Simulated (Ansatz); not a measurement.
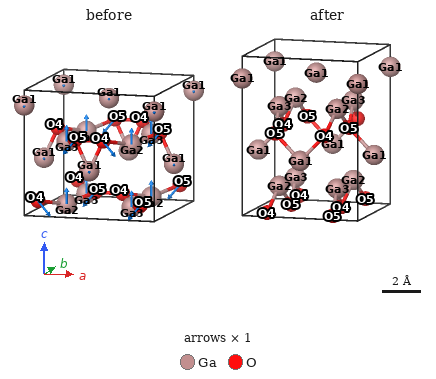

The structure of solid Ga$_{3}$O$_{2}$ (a generated structure, set up in Fmm2) (coarse preliminary run) before (left) and after (right) a relaxation, at one scale. The blue arrows give the displacements (the part carried along by the change of the cell is left out), at their true length.

A ball-and-stick model of the conventional cell (4 times the calculation's cell), seen slightly off an axis. Lengths and directions refer to the drawn axes.

Computed with Ansatz 0.2.0, DFT PBE, scalar-relativistic, plane waves, PAW. Settings: plane-wave cutoff 420 eV; k-point mesh 4 × 4 × 4; occupations gaussian; smearing width 0.1 eV; no spin polarisation; cell and atoms relaxed; force threshold 0.04 eV/Å; at most 70 steps.

Question: Describe what moved and what it gained.

Answer: Over 20 accepted moves (22 points after the start) the energy falls by 1239 meV per atom. The largest force component goes from 7.3 to 0.0071 eV/Å. The pressure goes from 15.41 to 0.09 GPa. The SCF was repeated twice at an unchanged geometry on a basis and grid sized afresh for the cell, which shifted the energy by 26.1 meV per atom at most. The largest moves relative to the cell, 1.07 Å, are those of O4 and O5. O4 goes along [1 0 −1]. Largest moves by element: O 1.07 Å, Ga 0.89 Å. Cell: a 7.156 → 6.371 Å (−11.0 %), b 7.280 → 5.971 Å (−18.0 %), c 6.695 → 8.510 Å (+27.1 %). Volume −7.2 %. Some distances before and after: O4–O5 1.526 → 2.744 Å, Ga2–O4 2.126 → 1.936 Å, Ga1–O4 1.805 → 1.964 Å. Among the angles between lasting bonds that change: O4–Ga2–O5 158.6° → 102.4°, Ga1–O4–Ga2 92.0° → 121.9°, Ga2–O4–Ga3 117.7° → 100.9°. The space group stays Fmm2 (No. 42). The run took 3.1 min on 1 thread of Intel(R) Xeon(R) Platinum 8259CL CPU @ 2.50GHz (Skylake/Cascade Lake), on a shared host, peak memory 0.41 GiB.
